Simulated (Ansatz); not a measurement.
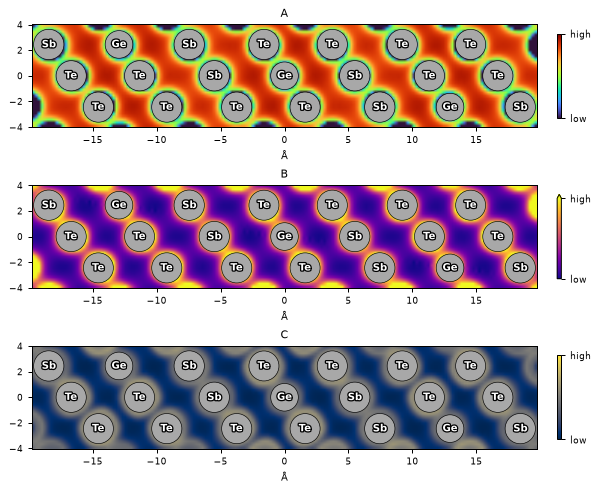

GeSb₂Te₄: 3 fields on the (110) plane of the conventional cell, with unlabelled colour scales. Grey discs cover the atomic cores.

Space group R-3m; a structure from a database of computed crystals, not necessarily the ambient phase.

These are results of DFT PBEsol, scalar-relativistic, plane waves, PAW in Ansatz 0.2.0, not measurements.

Q: The panels show electron localisation function, electrostatic potential energy of an electron and valence pseudo-density in some order. Assign them.

A: Panel A: electrostatic potential energy of an electron (low next to the atoms, rising into the space between them). Panel B: valence pseudo-density. Panel C: electron localisation function. From the grid: Ge–Te (2.93 Å): ρ at the midpoint is about 0.29 e/Å³; the ELF peaks at about 0.65 in the valence shell of Te, 1.3 Å from its nucleus, and is about 0.60 at the midpoint. Sb–Te (3.01 Å): the density is about 0.3 e/Å³ at the midpoint; the ELF peaks at about 0.65 between the atoms.
